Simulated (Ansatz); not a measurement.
**Ge₁₃Si₃: one change and its effect**

System: Ge₁₃Si₃ (Cm, 16 atoms in the cell).
Method of run 1: DFT PBEsol, scalar-relativistic, plane waves, PAW, no spin polarisation (Ansatz 0.2.0).

The structure was built on a prototype by a generator; it need not be a known phase. Text and figures count atoms from 1; the logs count them from 0 in places.

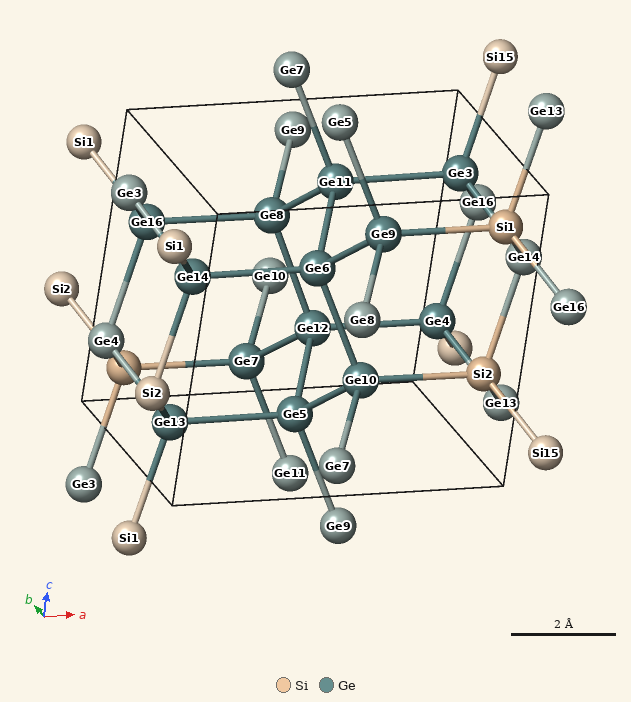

**Figure 1.** The structure as given in the input (ball-and-stick view of the cell of the calculation, seen slightly off an axis; neighbours outside the cell are drawn fainter; atoms are numbered from 1 in the order of the input). Near neighbours in the crystal (not all of them lie inside the picture): Si has 4 Ge at 2.39 to 2.41 Å; Si has 3 Ge at 2.41 to 2.42 Å and 1 Si at 2.36 Å; Ge has 3 Ge at 2.44 to 2.47 Å and 1 Si at 2.39 to 2.42 Å; Ge has 4 Ge at 2.43 to 2.47 Å; Ge has 2 Ge at 2.47 Å and 2 Si at 2.41 to 2.42 Å.

Input file, run 1:
```yaml
crystal:
  lattice:
    - [-0.000251976, -0.0001454784, -6.5365735318]
    - [-3.9585632011, -6.8580450801, -0.0003052699]
    - [-3.9599596591, 6.8588513255, 0.0]
  atoms:
    - { symbol: Si, position: [0.9385548085, 0.166938764, 0.833469382] }
    - { symbol: Si, position: [0.9389369238, 0.1624049061, 0.3312024531] }
    - { symbol: Ge, position: [0.9380437221, 0.6687350967, 0.8378688083] }
    - { symbol: Ge, position: [0.9380437221, 0.6687350967, 0.3308662884] }
    - { symbol: Ge, position: [0.4379092866, 0.3319550768, 0.1662030914] }
    - { symbol: Ge, position: [0.4379092866, 0.3319550768, 0.6657519853] }
    - { symbol: Ge, position: [0.4296387567, 0.8350067872, 0.1675033936] }
    - { symbol: Ge, position: [0.4374874566, 0.8345986472, 0.6672993236] }
    - { symbol: Ge, position: [0.5696066476, 0.1670230782, 0.8335115391] }
    - { symbol: Ge, position: [0.5691076389, 0.165405081, 0.3327025405] }
    - { symbol: Ge, position: [0.5612128022, 0.6671680082, 0.8347419387] }
    - { symbol: Ge, position: [0.5612128022, 0.6671680082, 0.3324260695] }
    - { symbol: Ge, position: [0.0605795921, 0.328655972, 0.1644739323] }
    - { symbol: Ge, position: [0.0605795921, 0.328655972, 0.6641820397] }
    - { symbol: Si, position: [0.0601464167, 0.83782388, 0.16891194] }
    - { symbol: Ge, position: [0.0610305452, 0.8377705491, 0.6688852745] }
basis:
  ecutwfc: 420
kpoints:
  mp_grid: { grid: [2, 2, 2] }
  band_path: { path: [[0.0, 0.0, 0.0], [0.05, 0.0, 0.0]], npoints: 1 }
hamiltonian:
  xc: pbesol
scf:
  occupations: { method: gaussian, width: 0.1 }
  n_extra_bands: 11
output:
  forces: true
  stress: true
  eigenvalues: true
```

Command:
```bash
ansatz run input.yaml --threads 4 --pin off --max-ram 10240MiB --backend cpu --events-out ev --progress --plain --runs-dir out
```

Hardware: 4 threads of Intel Xeon @ 2.70GHz, 189 GiB of memory available, shared host.

Output, shortened to warnings, some set-up lines, iterations and results (run 1):
```
Basis set: ecut = 420 eV, 6939 PW (Γ), exchange–correlation on 90×108×108 points (8 copies of the dense FFT grid, shifted against one another)
Symmetry: 2 space group operations
k-points: 6 of 8
Initial density: superposition of atomic densities (neutral atoms: chi_scale 0, normalization atom), corrected by the library's trained network
[...]
SCF iter   1: F=—  HF=-57158.718034 eV  |F-HF|=—  |Δ(HF+E_count)|=         —  Δρ=2.44e-3  dr2=2.31e-2  ethr=1.77e-3  ⟨swp⟩=5.7  Hψ=2416  notcnv=0
SCF iter   2: F=—  HF=-57158.705375 eV  |F-HF|=—  |Δ(HF+E_count)|=   1.27e-2  Δρ=6.78e-4  dr2=3.05e-3  ethr=1.19e-5  ⟨swp⟩=2.0  Hψ=1363  notcnv=0
SCF iter   3: F=—  HF=-57158.704449 eV  |F-HF|=—  |Δ(HF+E_count)|=   9.26e-4  Δρ=3.86e-4  dr2=9.91e-4  ethr=1.57e-6  ⟨swp⟩=2.0  Hψ=1213  notcnv=0
SCF iter   4: F=—  HF=-57158.704060 eV  |F-HF|=—  |Δ(HF+E_count)|=   3.89e-4  Δρ=9.12e-5  dr2=4.80e-5  ethr=5.11e-7  ⟨swp⟩=2.0  Hψ=1211  notcnv=0
SCF iter   5: F=—  HF=-57158.703997 eV  |F-HF|=—  |Δ(HF+E_count)|=   6.25e-5  Δρ=2.05e-5  dr2=4.32e-6  ethr=2.48e-8  ⟨swp⟩=2.0  Hψ=1211  notcnv=0
SCF iter   6: F=—  HF=-57158.703997 eV  |F-HF|=—  |Δ(HF+E_count)|=   5.69e-7  Δρ=6.56e-6  dr2=2.24e-7  ethr=2.23e-9  ⟨swp⟩=2.8  Hψ=1316  notcnv=0
SCF iter   7: F=-57158.703997 eV  HF=-57158.703997 eV  |F-HF|=6.40e-9  |Δ(HF+E_count)|=   3.32e-8  Δρ=2.01e-6  dr2=1.52e-8  ethr=5.15e-11  ⟨swp⟩=8.3  Hψ=2441  notcnv=0
SCF 1 converged in 7 iterations: F = -57158.703997 eV  dr2 = 1.52e-8
NSCF: frozen V_eff on 2 k-points
SCF converged after 7 iterations
Free energy (F): -57158.703997 eV
Harris-Foulkes:  -57158.703997 eV  (|F-HF|=6.40e-9)
Internal energy: -57158.686285 eV  (E = F + TS)
E sigma→0 (E₀):  -57158.695141 eV
Entropy (-TS):   -0.017712 eV (-1.107 meV/atom)
Fermi energy:    8.240873 eV
--- Per-component energies (eV) ---
  E_band       = -1986.770900
  E_kinetic    = 1572.749197
  E_local      = -33984.957346  (includes V_loc(G=0)·N_el)
  E_nonlocal   = 5542.935545
  E_hartree    = 14975.953989
  E_xc         = -1138.600158
  E_vxc        = -982.146613  (∫ρ·V_xc dr)
  E_paw        = -27228.900633  (= ΣΔE_a)
  E_vpaw       = -4087.266442  (= ΣTr[D̂ρ^β])
  E_aug_tail   = 0.003840  (compensation charges beyond the density's cutoff)
  E_ewald      = -16909.898572
  E_core_change = 12.027853  (= ΣΔE_core)
  E_smearing   = -0.017712  (= −TS)
  E_closure    = -0.000000  (closes the sum)
  Σ components = -57158.703997   (vs F -57158.703997, Δ=0.00e0)
--- Forces (eV/Å), atoms counted from 1 ---
  atom   1  Si     0.00815416     0.00470781    -0.02264168
  atom   2  Si     0.01912183     0.01103999    -0.02599878
  atom   3  Ge    -0.01218423     0.00362833    -0.03898813
  atom   4  Ge    -0.00294989    -0.01236602    -0.03898813
  atom   5  Ge    -0.03530585    -0.00139807    -0.00397959
  atom   6  Ge    -0.01886369    -0.02987673    -0.00397959
  atom   7  Ge     0.00580369     0.00335076     0.01758797
  atom   8  Ge     0.02805026     0.01619483    -0.01668438
  atom   9  Ge    -0.00479559    -0.00276873    -0.00199224
  atom  10  Ge    -0.02700187    -0.01558954    -0.01632525
  atom  11  Ge     0.03393658    -0.00347966     0.02456547
  atom  12  Ge     0.01395482     0.03112977     0.02456547
  atom  13  Ge     0.01013441    -0.01007892     0.02783698
  atom  14  Ge    -0.00366139     0.01381611     0.02783698
  atom  15  Si     0.00294932     0.00170279     0.01641365
  atom  16  Ge    -0.01733986    -0.01001118     0.03077453
  max |Σ_I F_I| component: 3.32e-6 eV/Å
--- Stress (GPa, compression-positive) ---
        1.323474      -0.004958      -0.007453
       -0.004958       1.329199      -0.004303
       -0.007453      -0.004303      -1.674896
  P = ⅓ Tr σ = 0.3259 GPa (3.259 kbar)
```

The input of run 2 differs as follows (lines with − go, lines with + come):
```diff
-  mp_grid: { grid: [2, 2, 2] }
+  mp_grid: { grid: [6, 6, 6] }
```

Predict how the results change.

The free energy of run 2 is 55.2 meV per atom lower, which measures how much it depends on this numerical setting. The pressure goes from 0.33 to 0.00 GPa. The largest force goes from 0.042 to 0.001 eV/Å. The SCF takes 10 iterations against 7. The irreducible k-points go from 6 to 68. On the same kind of shared host run 2 took about 16 times as long.

Output, shortened to warnings, some set-up lines, iterations and results (run 2):
```
Basis set: ecut = 420 eV, 6939 PW (Γ), exchange–correlation on 90×108×108 points (8 copies of the dense FFT grid, shifted against one another)
Symmetry: 2 space group operations
k-points: 68 of 216 (time reversal used)
Initial density: superposition of atomic densities (neutral atoms: chi_scale 0, normalization atom), corrected by the library's trained network
[...]
SCF iter   1: F=—  HF=-57159.602282 eV  |F-HF|=—  |Δ(HF+E_count)|=         —  Δρ=2.35e-3  dr2=2.54e-2  ethr=1.77e-3  ⟨swp⟩=5.5  Hψ=27060  notcnv=0
SCF iter   2: F=—  HF=-57159.589325 eV  |F-HF|=—  |Δ(HF+E_count)|=   1.30e-2  Δρ=1.62e-3  dr2=1.28e-2  ethr=1.31e-5  ⟨swp⟩=2.1  Hψ=14492  notcnv=0
SCF iter   3: F=—  HF=-57159.588137 eV  |F-HF|=—  |Δ(HF+E_count)|=   1.19e-3  Δρ=8.31e-4  dr2=1.30e-3  ethr=6.61e-6  ⟨swp⟩=2.0  Hψ=13639  notcnv=0
SCF iter   4: F=—  HF=-57159.587161 eV  |F-HF|=—  |Δ(HF+E_count)|=   9.77e-4  Δρ=2.66e-4  dr2=5.72e-4  ethr=6.70e-7  ⟨swp⟩=2.0  Hψ=13640  notcnv=0
SCF iter   5: F=—  HF=-57159.587032 eV  |F-HF|=—  |Δ(HF+E_count)|=   1.28e-4  Δρ=1.49e-4  dr2=1.94e-4  ethr=2.95e-7  ⟨swp⟩=2.6  Hψ=13509  notcnv=0
SCF iter   6: F=—  HF=-57159.587035 eV  |F-HF|=—  |Δ(HF+E_count)|=   2.44e-6  Δρ=5.09e-5  dr2=2.32e-5  ethr=1.00e-7  ⟨swp⟩=3.0  Hψ=13972  notcnv=0
SCF iter   7: F=—  HF=-57159.586979 eV  |F-HF|=—  |Δ(HF+E_count)|=   5.59e-5  Δρ=3.17e-5  dr2=3.36e-6  ethr=1.20e-8  ⟨swp⟩=2.0  Hψ=12026  notcnv=0
SCF iter   8: F=—  HF=-57159.586977 eV  |F-HF|=—  |Δ(HF+E_count)|=   1.91e-6  Δρ=8.94e-6  dr2=6.87e-7  ethr=1.73e-9  ⟨swp⟩=2.0  Hψ=13641  notcnv=0
SCF iter   9: F=—  HF=-57159.586977 eV  |F-HF|=—  |Δ(HF+E_count)|=   9.36e-9  Δρ=6.84e-6  dr2=1.30e-7  ethr=3.54e-10  ⟨swp⟩=2.0  Hψ=13648  notcnv=0
SCF iter  10: F=-57159.586977 eV  HF=-57159.586977 eV  |F-HF|=8.80e-9  |Δ(HF+E_count)|=   4.19e-8  Δρ=1.19e-6  dr2=1.46e-8  ethr=5.15e-11  ⟨swp⟩=8.5  Hψ=28977  notcnv=0
SCF 1 converged in 10 iterations: F = -57159.586977 eV  dr2 = 1.46e-8
NSCF: frozen V_eff on 2 k-points
SCF converged after 10 iterations
Free energy (F): -57159.586977 eV
Harris-Foulkes:  -57159.586977 eV  (|F-HF|=8.80e-9)
Internal energy: -57159.585127 eV  (E = F + TS)
E sigma→0 (E₀):  -57159.586052 eV
Entropy (-TS):   -0.001850 eV (-0.116 meV/atom)
Fermi energy:    8.199585 eV
--- Per-component energies (eV) ---
  E_band       = -1991.140903
  E_kinetic    = 1570.953149
  E_local      = -33979.991159  (includes V_loc(G=0)·N_el)
  E_nonlocal   = 5542.113874
  E_hartree    = 14971.488894
  E_xc         = -1138.510218
  E_vxc        = -981.979975  (∫ρ·V_xc dr)
  E_paw        = -27227.772788  (= ΣΔE_a)
  E_vpaw       = -4085.207382  (= ΣTr[D̂ρ^β])
  E_aug_tail   = 0.003840  (compensation charges beyond the density's cutoff)
  E_ewald      = -16909.898572
  E_core_change = 12.027853  (= ΣΔE_core)
  E_smearing   = -0.001850  (= −TS)
  E_closure    = -0.000000  (closes the sum)
  Σ components = -57159.586977   (vs F -57159.586977, Δ=0.00e0)
--- Forces (eV/Å), atoms counted from 1 ---
  atom   1  Si    -0.00012422    -0.00007172    -0.00019297
  atom   2  Si    -0.00000890    -0.00000514     0.00027204
  atom   3  Ge     0.00055672    -0.00011656     0.00096052
  atom   4  Ge     0.00017741     0.00054041     0.00096052
  atom   5  Ge    -0.00042409     0.00021739     0.00097990
  atom   6  Ge    -0.00002378    -0.00047597     0.00097990
  atom   7  Ge    -0.00029458    -0.00017008     0.00084791
  atom   8  Ge     0.00050081     0.00028914     0.00092497
  atom   9  Ge    -0.00092653    -0.00053493    -0.00093760
  atom  10  Ge    -0.00057756    -0.00033346    -0.00098652
  atom  11  Ge     0.00036817     0.00042159    -0.00105622
  atom  12  Ge     0.00054919     0.00010805    -0.00105622
  atom  13  Ge    -0.00041014     0.00010773    -0.00091633
  atom  14  Ge    -0.00011178    -0.00040906    -0.00091633
  atom  15  Si     0.00003069     0.00001772     0.00051726
  atom  16  Ge     0.00071857     0.00041487    -0.00038104
  max |Σ_I F_I| component: 2.17e-7 eV/Å
--- Stress (GPa, compression-positive) ---
       -0.005535      -0.001977      -0.000149
       -0.001977      -0.003252      -0.000086
       -0.000149      -0.000086       0.008504
  P = ⅓ Tr σ = -0.0001 GPa (-0.001 kbar)
```

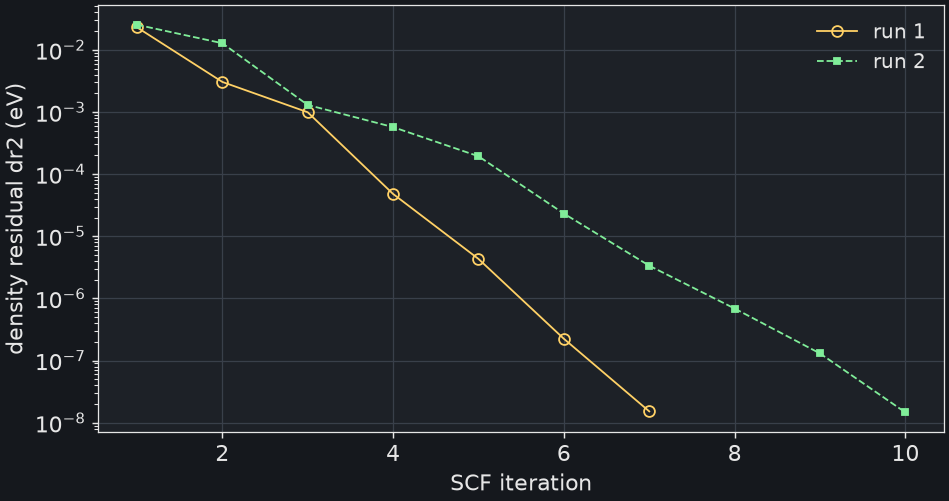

**Figure 2.** Convergence of the two runs: density residual dr2 against the SCF iteration. Run 1 takes 7 iterations in all, and run 2 takes 10.

The two runs side by side:

| quantity | run 1 | run 2 |
| --- | --- | --- |
| outcome | converged | converged |
| free energy per atom (eV) | −3572.4190 | −3572.4742 |
| energy per atom, smearing taken to zero (eV) | −3572.4184 | −3572.4741 |
| pressure (GPa) | 0.33 | 0.00 |
| largest force (eV/Å) | 0.042 | 0.001 |
| SCF iterations | 7 | 10 |
| irreducible k-points | 6 | 68 |
| plane waves at Γ | 6939 | 6939 |
| wall time (shared host) | 6.7 s | 1.8 min |
